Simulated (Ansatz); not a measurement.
Geometry relaxation of TaC (part 2 of 3)

TaC (slab, 24 atoms in the cell); DFT PBE+D3(BJ), scalar-relativistic, plane waves, PAW, no spin polarisation (Ansatz 0.2.0); cutoff 420 eV, 4×4×1 k-mesh, Gaussian smearing of 0.1 eV. The structure derives from an entry of the Crystallography Open Database. The input holds or restrains some coordinates. Forces given for the steps count only the free coordinates. It belongs to a series of runs on one base structure; here: clean slab, lower planes held.

Geometry of the input (Å; fractional positions):
```
6.2855  0.0000  0.0000
-3.1428  5.4434  0.0000
0.0000  0.0000  22.4151
C  0.1667  0.3333  0.3569
C  0.1667  0.8333  0.3569
C  0.6667  0.3333  0.3569
C  0.6667  0.8333  0.3569
Ta 0.3333  0.1667  0.4141
Ta 0.3333  0.6667  0.4141
Ta 0.8333  0.1667  0.4141
Ta 0.8333  0.6667  0.4141
C  0.5000  0.5000  0.4714
C  0.5000  0.0000  0.4714
C  0.0000  0.5000  0.4714
C  0.0000  0.0000  0.4714
Ta 0.6667  0.3333  0.5286
Ta 0.6667  0.8333  0.5286
Ta 0.1667  0.3333  0.5286
Ta 0.1667  0.8333  0.5286
C  0.8333  0.6667  0.5859
C  0.8333  0.1667  0.5859
C  0.3333  0.6667  0.5859
C  0.3333  0.1667  0.5859
Ta 0.0000  0.5000  0.6431
Ta 0.0000  0.0000  0.6431
Ta 0.5000  0.5000  0.6431
Ta 0.5000  0.0000  0.6431
```

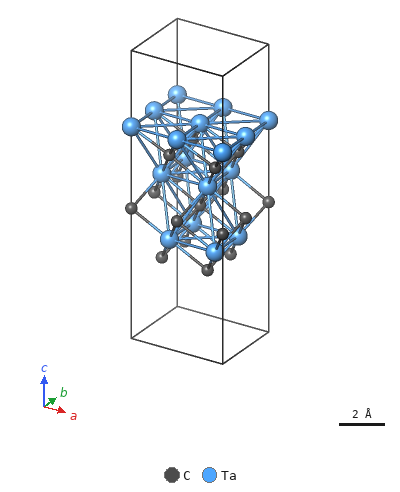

**Figure 1.** The geometry at step 5 of the log (ball-and-stick view of the cell of the calculation, with the vacuum cut short, seen slightly off an axis).

### Log, continued
```
SCF iter   1: F=—  HF=-122200.460309 eV  |F-HF|=—  |Δ(HF+E_count)|=         —  Δρ=4.34e-4  dr2=1.05e-2  ethr=1.93e-5  p=0.394 e·Å  D=9.29e-2 V/Å  ΔV_dip=-2.08 eV  dr2_dipole=3.14e-3  V_vac-E_F(+/−)=4.73/6.81 eV  ⟨swp⟩=2.0  Hψ=837  notcnv=0  defer=4
efield: sawtooth ramp at fractional position 0.9800 (handed on by an earlier solve), width 0.0400; the density the first Hamiltonian is built on has a dipole p = 0.394 e·Å; the dipole correction subtracts the counter field D = 9.29e-2 V/Å, which shifts the + side's vacuum level by -2.08 eV against the − side's; the planar-averaged density in the ramp window peaks in size at 5.7e-6 e/Å³
preconditioner: auto → LDOS  [metal: Δε(μ)=0.021 eV  Ē_g=7.077 eV  σ=0.100 eV  W_gap=0.12  n_scr=134 (ndim 8)  ℏωp=13.9 eV  f_vac=0.559  D(μ)=25.98/eV (n_scr^D=214)  β→1.0]
SCF iter   2: F=—  HF=-122200.459886 eV  |F-HF|=—  |Δ(HF+E_count)|=   4.23e-4  Δρ=1.43e-4  dr2=3.05e-4  ethr=5.15e-6  p=0.394 e·Å  D=9.30e-2 V/Å  ΔV_dip=-2.08 eV  dr2_dipole=7.82e-6  V_vac-E_F(+/−)=4.72/6.81 eV  ⟨swp⟩=1.5  Hψ=582  notcnv=0  defer=4
SCF iter   3: F=—  HF=-122200.459874 eV  |F-HF|=—  |Δ(HF+E_count)|=   1.28e-5  Δρ=7.00e-5  dr2=1.74e-4  ethr=1.50e-7  p=0.394 e·Å  D=9.30e-2 V/Å  ΔV_dip=-2.09 eV  dr2_dipole=2.33e-5  V_vac-E_F(+/−)=4.72/6.81 eV  ⟨swp⟩=3.0  Hψ=979  notcnv=0  defer=4
SCF iter   4: F=—  HF=-122200.459849 eV  |F-HF|=—  |Δ(HF+E_count)|=   2.43e-5  Δρ=2.47e-5  dr2=1.97e-5  ethr=8.52e-8  p=0.394 e·Å  D=9.31e-2 V/Å  ΔV_dip=-2.09 eV  dr2_dipole=1.30e-6  V_vac-E_F(+/−)=4.72/6.81 eV  ⟨swp⟩=2.0  Hψ=588  notcnv=0  defer=4
SCF iter   5: F=—  HF=-122200.459363 eV  |F-HF|=—  |Δ(HF+E_count)|=   4.86e-4  Δρ=1.23e-5  dr2=4.31e-6  ethr=9.68e-9  p=0.395 e·Å  D=9.31e-2 V/Å  ΔV_dip=-2.09 eV  dr2_dipole=8.69e-7  V_vac-E_F(+/−)=4.72/6.81 eV  ⟨swp⟩=2.0  Hψ=570  notcnv=0  defer=4
SCF iter   6: F=—  HF=-122200.459363 eV  |F-HF|=—  |Δ(HF+E_count)|=   3.53e-7  Δρ=4.21e-6  dr2=6.61e-7  ethr=2.11e-9  p=0.395 e·Å  D=9.31e-2 V/Å  ΔV_dip=-2.09 eV  dr2_dipole=1.12e-7  V_vac-E_F(+/−)=4.72/6.81 eV  ⟨swp⟩=2.0  Hψ=649  notcnv=0  defer=4
SCF iter   7: F=-122200.459363 eV  HF=-122200.459363 eV  |F-HF|=1.05e-8  |Δ(HF+E_count)|=   7.10e-9  Δρ=1.32e-6  dr2=3.43e-8  ethr=4.90e-11  p=0.395 e·Å  D=9.31e-2 V/Å  ΔV_dip=-2.09 eV  dr2_dipole=4.23e-9  V_vac-E_F(+/−)=4.72/6.81 eV  ⟨swp⟩=19.8  Hψ=4980  notcnv=0
SCF 5 converged in 7 iterations: F = -122200.459363 eV  dr2 = 3.43e-8
relax step   5: F+E_penalty+E_count = -122200.45936337 eV  Δ(F+E_penalty+E_count) = -2.854e-4 eV  max|allowed force component| = 1.970e-2 eV/Å  Δτ_max = 0.0058 Å  (7 SCF iters, accepted)
```

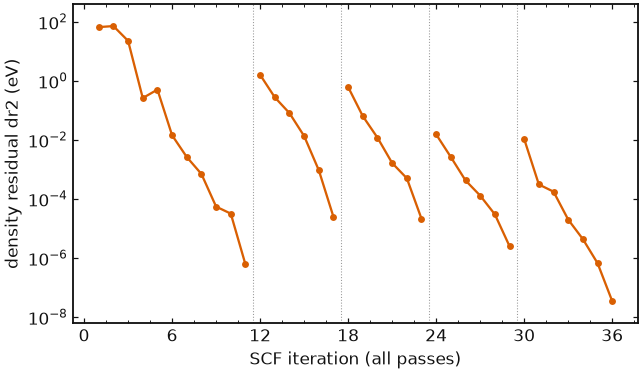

**Figure 2.** Convergence of the self-consistent field: density residual dr2 against the SCF iteration. The dotted lines part the SCF passes of the relaxation: geometry steps, rejected trials and re-solves on a re-selected basis. The 5 passes take 6 to 11 iterations each, 36 in all.

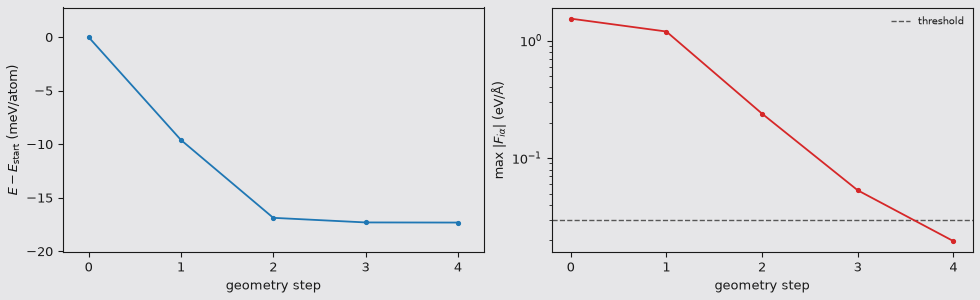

**Figure 3.** Progress of the restrained relaxation, step by step (the first geometry is step 0 here and step 1 in the log).

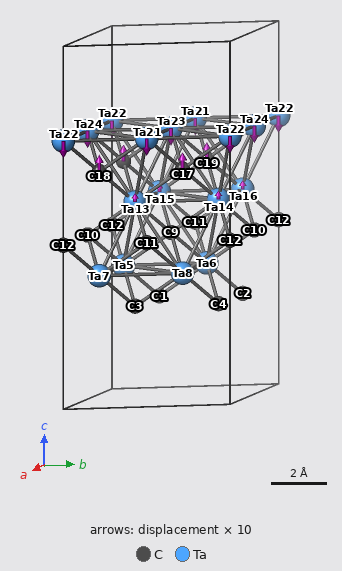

**Figure 4.** The starting structure with the displacements as pink arrows, magnified 10 times (ball-and-stick view of the cell of the calculation, with the vacuum cut short, seen slightly off an axis). The largest moves, 0.064 Å, are those of Ta21, Ta22, Ta23 and Ta24. Largest moves by element: Ta 0.064 Å, C 0.062 Å. The lattice vectors keep their values. Among the contacts that change: Ta13–Ta21 3.143 → 3.063 Å, C17–Ta21 2.222 → 2.152 Å, Ta5–Ta13 3.143 → 3.170 Å, C10–Ta13 2.222 → 2.242 Å. Among the angles that change: Ta21–C18–Ta22 90.0° → 93.8°, Ta13–C18–Ta22 180.0° → 176.7°. After 4 geometry steps the energy has fallen by 17.3 meV per atom. Largest force component: 1.5 eV/Å at the start, 0.02 eV/Å at the end. (Atoms are counted from 1 in the order of the input.)

```
WARN: The output density's exchange-correlation potential varies sharply where the density is thin. Do not read a vacuum level from v_tot or v_xc, or from such a field of the output density. On a cell that repeats whose density bears no net charge and no dipole along the vacuum's axis use v_es (v_loc + v_h of the components); under efield.dipole_correction with no amplitude use v_es + v_field, which holds any external_charges[].barrier, or the levels of the report's work_function block, which leave it out; under a non-zero efield.amplitude the vacuum is tilted and has no level; on a cell that repeats and bears such a dipole with no correction it is tilted too, and efield.dipole_correction with no amplitude gives each side of its ramp a level where efield: is served; in a cell that repeats whose density bears a net charge (total_charge, or a fill off its count) it is curved and has none; of a slab under crystal.periodic whose density bears no net charge use v_es, which has a level on each side, short of where the two are joined; of another it falls or rises all the way out and has none; of a slab beside external_charges read slab_vacuum_level instead, which it has where they leave it neutral. The grid or the basis barely resolves most such structure, and the values can differ between equally converged runs; as a rule a tighter scf.convergence.dr2_threshold does not remove it. Where the density itself ripples (under the LDA too) a higher basis.ecutwfc lessens it. The files hold the spikes' plane waves up to the density's cutoff. Files: v_tot_of_output_density and the like, and their columns of v_z.tsv (output.write_potential); v_xc_of_output_density and the like, and their columns of v_comp_z.tsv (output.write_potential_components). Measured: with its Gaussian average of σ = 0.25 Å subtracted twice, the exchange-correlation potential is over 0.1 eV at 8 of the grid points where the equally averaged density (valence and model cores) is under 1e-3 e/Å³, and 0.146 eV at the most among them, at an averaged density of 2.6e-7 e/Å³. The input density's (outcome.potential() and, of a run that writes arrays, v_tot and v_xc) is over 0.1 eV, so measured, at 9 points of its own thin density, 0.106 eV at the most. See output.write_potential in the manual, Limitations
SCF converged after 7 iterations
Free energy (F): -122200.459363 eV
Harris-Foulkes:  -122200.459363 eV  (|F-HF|=1.05e-8)
Internal energy: -122200.329989 eV  (E = F + TS)
E sigma→0 (E₀):  -122200.394676 eV
Entropy (-TS):   -0.129374 eV (-5.391 meV/atom)
Fermi energy:    2.966021 eV
Dipole field:    D = 0.093184 V/Å  (p = 0.394942 e·Å, saw-weighted, corrected)
Work function:   Φ+ = 4.7221 eV   Φ− = 6.8109 eV
Levels:          The Fermi level and band energies are counted from a zero that moves with the ramp; work functions are not
--- Per-component energies (eV) ---
  E_band       = -4061.989497
  E_kinetic    = 5426.671853
  E_local      = -186795.642013  (includes V_loc(G=0)·N_el)
  E_nonlocal   = 496.067659
  E_hartree    = 90702.123062
  E_xc         = -3192.411332
  E_vxc        = -3155.188195  (∫ρ·V_xc dr)
  E_paw        = -101945.483922  (= ΣΔE_a)
  E_vpaw       = -1431.827704  (= ΣTr[D̂ρ^β])
  E_aug_tail   = 0.001903  (compensation charges beyond the density's cutoff)
  E_efield     = 0.018401  (sawtooth field / dipole correction)
  E_vefield    = -6.364023  (∫n·V_field dr)
  E_ewald      = 73116.134474
  E_disp       = -7.810074  (pairwise vdW)
  E_smearing   = -0.129374  (= −TS)
  E_closure    = -0.000000  (closes the sum)
  Σ components = -122200.459363   (vs F -122200.459363, Δ=0.00e0)
--- Forces (eV/Å), atoms counted from 1 ---
  atom   1  C      0.00000000     0.00000000     2.67387845
  atom   2  C      0.00000000     0.00000000     2.67387845
  atom   3  C      0.00000000     0.00000000     2.67387845
  atom   4  C      0.00000000     0.00000000     2.67387845
  atom   5  Ta    -0.00000000     0.00000000    -3.34571191
  atom   6  Ta    -0.00000000     0.00000000    -3.34571191
  atom   7  Ta    -0.00000000     0.00000000    -3.34571191
  atom   8  Ta    -0.00000000     0.00000000    -3.34571191
  atom   9  C      0.00000000    -0.00000000     0.70199632
  atom  10  C      0.00000000    -0.00000000     0.70199632
  atom  11  C      0.00000000    -0.00000000     0.70199632
  atom  12  C      0.00000000    -0.00000000     0.70199632
  atom  13  Ta    -0.00000000    -0.00000000    -0.01327972
  atom  14  Ta    -0.00000000    -0.00000000    -0.01327972
  atom  15  Ta    -0.00000000    -0.00000000    -0.01327972
  atom  16  Ta    -0.00000000    -0.00000000    -0.01327972
  atom  17  C     -0.00000000    -0.00000000    -0.01969631
  atom  18  C     -0.00000000    -0.00000000    -0.01969631
  atom  19  C      0.00000000    -0.00000000    -0.01969631
  atom  20  C      0.00000000    -0.00000000    -0.01969631
  atom  21  Ta     0.00000000    -0.00000000     0.00274508
  atom  22  Ta     0.00000000    -0.00000000     0.00274508
  atom  23  Ta     0.00000000    -0.00000000     0.00274508
  atom  24  Ta     0.00000000    -0.00000000     0.00274508
  max |Σ_I F_I| component: 2.72e-4 eV/Å
--- Band table (eV) ---
  k-point 0: bands = ["-65.4414", "-65.4086", "-65.4086", "-65.4086", "-65.1110", "-65.0812", "-65.0812", "-65.0812", "-64.7520", "-64.7202", "-64.7202", "-64.7202", "-32.3591", "-32.3591", "-32.3591", "-32.2583", "-32.1014", "-32.1014", "-32.1014", "-31.9062", "-31.9062", "-31.9062", "-31.8018", "-31.8018", "-31.8018", "-31.7702", "-31.7702", "-31.7321", "-31.7154", "-31.7154", "-31.7154", "-31.5973", "-31.5973", "-31.5973", "-31.4509", "-31.4509", "-31.4509", "-31.3351", "-31.3351", "-31.3135", "-31.2452", "-31.2452", "-31.2452", "-31.1981", "-31.1981", "-31.1981", "-31.0727", "-31.0727", "-10.8270", "-9.1276", "-9.0339", "-9.0339", "-9.0339", "-7.9499", "-7.9499", "-7.9499", "-6.6831", "-5.7200", "-5.7200", "-5.7200", "-4.5265", "-4.5265", "-4.5265", "-4.1046", "-2.5834", "-2.5834", "-2.5834", "-1.8229", "-1.8229", "-1.8229", "-1.6785", "-1.6785", "-1.6697", "-1.6697", "-1.6697", "-1.4011", "-1.1294", "-1.1294", "-1.1294", "-0.7658", "-0.7658", "-0.7658", "-0.1003", "-0.1003", "-0.1003", "-0.0873", "-0.0873", "1.1439", "1.1439", "1.1439", "1.2718", "2.2556", "2.2556", "2.3099", "2.6692", "2.6692", "2.6692", "2.9071", "2.9071", "2.9071", "3.0855", "3.0855", "3.0855", "3.2549", "3.2549", "3.7512", "4.1358", "4.1358", "4.1358", "4.5647", "4.5647", "5.3863", "5.4211", "5.4211", "5.4211", "5.7281", "5.7281", "5.7281", "5.8718", "5.8718", "5.9495", "5.9495", "6.2485", "6.2485", "6.2485", "6.5725"]
  k-point 1: bands = ["-65.4366", "-65.4134", "-65.4085", "-65.4085", "-65.1067", "-65.0855", "-65.0811", "-65.0811", "-64.7474", "-64.7249", "-64.7202", "-64.7202", "-32.3154", "-32.3154", "-32.2825", "-32.2337", "-32.1132", "-32.0910", "-32.0910", "-31.9609", "-31.9609", "-31.8866", "-31.8748", "-31.7905", "-31.7713", "-31.7713", "-31.7520", "-31.7103", "-31.7070", "-31.7070", "-31.7033", "-31.5613", "-31.5613", "-31.5277", "-31.4896", "-31.4896", "-31.4341", "-31.4119", "-31.3522", "-31.3022", "-31.2550", "-31.2470", "-31.2470", "-31.2408", "-31.2408", "-31.1800", "-31.1550", "-31.0913", "-10.4964", "-9.0604", "-8.9580", "-8.8715", "-8.8715", "-8.3189", "-8.0612", "-8.0612", "-6.6209", "-6.0967", "-5.8201", "-5.8201", "-4.1267", "-4.1267", "-3.8945", "-3.8795", "-2.5738", "-2.5738", "-2.5579", "-2.1547", "-1.7837", "-1.7738", "-1.7738", "-1.5629", "-1.5629", "-1.5470", "-1.5341", "-1.3245", "-1.2411", "-1.2411", "-1.1674", "-1.1674", "-1.0119", "-0.7509", "-0.4806", "-0.1396", "-0.1203", "0.0236", "0.0236", "0.9720", "1.1560", "1.4067", "1.4067", "1.6640", "2.0315", "2.0315", "2.1594", "2.3176", "2.3644", "2.7447", "2.7770", "2.7770", "2.8694", "3.0313", "3.0786", "3.0786", "3.2399", "3.8729", "4.0289", "4.4349", "4.4349", "4.8110", "4.8192", "4.9603", "4.9603", "5.0248", "5.4812", "5.4998", "5.5890", "5.5890", "5.7706", "5.9002", "5.9077", "6.0183", "6.0183", "6.0611", "6.4975", "6.5006"]
  k-point 2: bands = ["-65.4250", "-65.4250", "-65.4085", "-65.4085", "-65.0961", "-65.0961", "-65.0811", "-65.0811", "-64.7361", "-64.7361", "-64.7202", "-64.7202", "-32.2542", "-32.2542", "-32.1793", "-32.1793", "-32.0787", "-32.0787", "-32.0751", "-32.0751", "-32.0335", "-32.0335", "-31.8388", "-31.8388", "-31.7220", "-31.7220", "-31.7071", "-31.7071", "-31.7055", "-31.7055", "-31.5843", "-31.5843", "-31.5473", "-31.5473", "-31.5016", "-31.5016", "-31.3933", "-31.3933", "-31.3485", "-31.3485", "-31.3055", "-31.3055", "-31.2775", "-31.2775", "-31.2436", "-31.2436", "-31.1359", "-31.1359", "-9.6730", "-9.6730", "-8.6777", "-8.6777", "-8.6003", "-8.6003", "-8.2844", "-8.2844", "-6.4697", "-6.4697", "-5.9025", "-5.9025", "-3.5302", "-3.5302", "-3.3286", "-3.3286", "-2.6457", "-2.6457", "-2.5916", "-2.5916", "-1.9932", "-1.9932", "-1.7879", "-1.7879", "-1.5674", "-1.5674", "-1.4482", "-1.4482", "-1.3777", "-1.3777", "-1.1673", "-1.1673", "-0.9546", "-0.9546", "-0.2096", "-0.2096", "0.1149", "0.1149", "0.1545", "0.1545", "1.1724", "1.1724", "1.7886", "1.7886", "1.9653", "1.9653", "1.9750", "1.9750", "2.2107", "2.2107", "2.4523", "2.4523", "2.7824", "2.7824", "2.9231", "2.9231", "3.8455", "3.8455", "4.1502", "4.1502", "4.4063", "4.4063", "4.6814", "4.6814", "4.7834", "4.7834", "5.0333", "5.0333", "5.3467", "5.3467", "5.8063", "5.8063", "6.2436", "6.2436", "6.3812", "6.3812", "6.4174", "6.4174"]
  k-point 3: bands = ["-65.4284", "-65.4168", "-65.4168", "-65.4051", "-65.0992", "-65.0886", "-65.0886", "-65.0780", "-64.7394", "-64.7282", "-64.7282", "-64.7169", "-32.2567", "-32.2026", "-32.2026", "-32.1929", "-32.1173", "-32.1173", "-32.1032", "-32.0568", "-32.0098", "-31.9122", "-31.9122", "-31.8382", "-31.7346", "-31.7089", "-31.7089", "-31.7082", "-31.7023", "-31.6676", "-31.6676", "-31.5982", "-31.5262", "-31.5067", "-31.4539", "-31.4539", "-31.4453", "-31.4453", "-31.3911", "-31.3681", "-31.2902", "-31.2778", "-31.2620", "-31.2620", "-31.2374", "-31.1965", "-31.1965", "-31.1323", "-9.9098", "-9.0820", "-9.0820", "-8.7389", "-8.5385", "-8.5385", "-8.5314", "-8.0475", "-6.5274", "-6.2599", "-6.2599", "-5.6909", "-3.6974", "-3.4046", "-3.3120", "-3.3120", "-2.6148", "-2.5637", "-2.5031", "-2.5031", "-2.3217", "-2.0509", "-2.0509", "-1.6017", "-1.5948", "-1.5427", "-1.5427", "-1.3851", "-1.2027", "-1.1045", "-1.0893", "-1.0893", "-0.9474", "-0.8693", "-0.8693", "-0.4283", "0.0884", "0.1833", "0.1833", "0.3686", "1.2496", "1.2496", "1.6445", "1.8808", "1.9026", "1.9910", "2.1025", "2.1025", "2.1574", "2.2177", "2.2177", "2.4834", "2.8264", "2.9568", "2.9568", "2.9815", "3.3211", "3.9055", "3.9055", "4.3136", "4.4784", "4.4784", "4.4880", "4.5169", "5.1179", "5.2162", "5.2162", "5.3659", "5.5312", "5.7132", "5.7520", "5.7520", "5.8250", "6.1608", "6.1608", "6.1838", "6.4285", "6.4644"]
```
